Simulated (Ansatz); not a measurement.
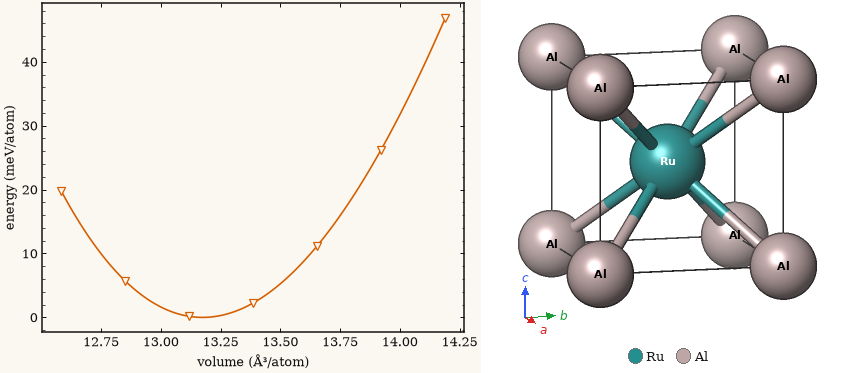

The plot gives the computed energy against volume for AlRu, space group Pm-3m (No. 221). The conventional cell is drawn beside the plot.

Structure:
```cif
data_structure
_symmetry_space_group_name_H-M 'P 1'
_symmetry_Int_Tables_number 1
_cell_length_a 2.9916
_cell_length_b 2.9916
_cell_length_c 2.9916
_cell_angle_alpha 90.000
_cell_angle_beta 90.000
_cell_angle_gamma 90.000
_cell_volume 26.77
loop_
_atom_site_label
_atom_site_type_symbol
_atom_site_fract_x
_atom_site_fract_y
_atom_site_fract_z
_atom_site_occupancy
Ru1 Ru 0.50000 0.50000 0.50000 1
Al1 Al 0.00000 0.00000 0.00000 1
```

Computed with Ansatz 0.2.0: all-electron LAPW DFT, no spin polarisation; energies at scaled volumes of the given cell, shape and fractions fixed, counted from the fit's minimum, third-order Birch-Murnaghan fit. Level: PBEsol.

| setting | value |
| --- | --- |
| k mesh | 9×9×9 |
| occupations | Fermi–Dirac |
| smearing width | 0.05 eV |
| potentials | all electron LAPW, scalar relativistic |
| program settings | basis error eV/atom 0.001 |

This calculation gives: equilibrium volume 13.18 Å³/atom and bulk modulus 220 GPa.

Now the level changes from PBEsol to LDA. How do these quantities change?

The equilibrium volume falls from 13.18 to 12.88 Å³/atom (−2.3 %) and the bulk modulus rises from 220 to 232 GPa (+5.5 %).

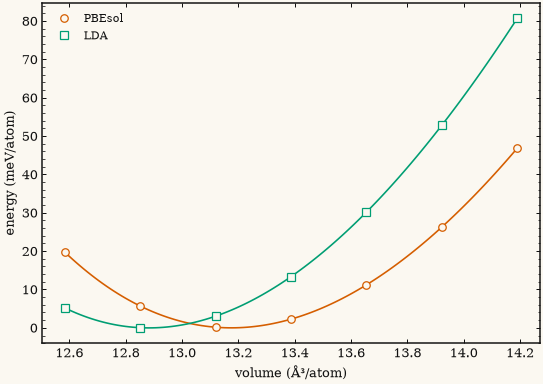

The two results together.

V0 and the bulk modulus come from third-order Birch–Murnaghan fits.
